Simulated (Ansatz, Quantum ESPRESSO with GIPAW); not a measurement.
# From 29Si NMR to local structure in SiC

A crystal of composition SiC (one database entry, not always the ambient form) has the 29Si spectrum and parameters below, calculated by GIPAW (PBEsol; shifts against TMS, scatter of the reference line 4 ppm; spans on the shift scale).

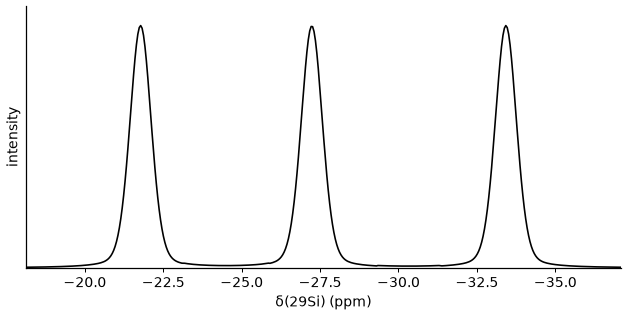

Simulated spectrum: 29Si MAS at 60 kHz, 7.05 T (59.7 MHz), lines broadened by 0.8 ppm; rigid lattice, with dipolar and J couplings left out. Lines over 1.5 % of the strongest (ppm: area): -21.8: 1.00, -27.2: 1.00, -33.4: 1.00.

```tsv
line	δ_iso (ppm)	relative area	span (ppm)	skew
A	-21.8	1	3.7	1.00
B	-27.2	1	11.4	-1.00
C	-33.4	1	4.3	1.00
```

**Question.** What do these values say of the surroundings and site symmetry of Si?

A, B and C: skew ±1 point to an axis of order three or more.  The structure behind these values (space group P6_3mc; other structures could give like values):

```tsv
line	surroundings	neighbours	bonds (Å)	site symmetry
A	SiC4	4	1.895	3m
B	SiC4	4	1.90 to 1.90	3m
C	SiC4	4	1.895	3m
```

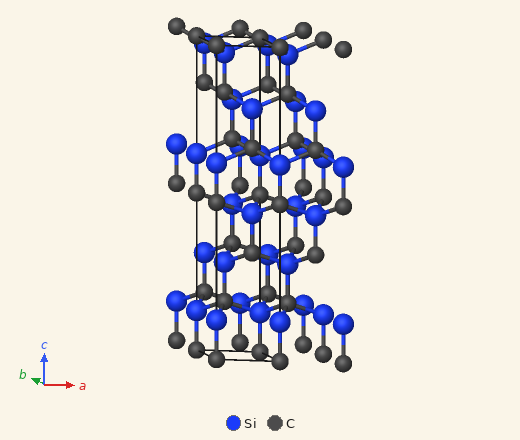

The structure (silicon blue, carbon dark grey). Bonds to atoms that aren't drawn are left out. 2×2×1 cells are drawn. Some periodic images of atoms are drawn too.

[Banner, clock, file and message-heading lines were taken out of the pw.x and gipaw.x logs.]

[Logs are printed without paths, hosts, clocks, repeated set-up lines and the standing remarks that a program may print on its own settings, such as how far it seeks lower states.]

[Hosts, paths, dates, database ids (printed as entryN), source tags and the programs' standing remarks are cut or masked in the printed files.]
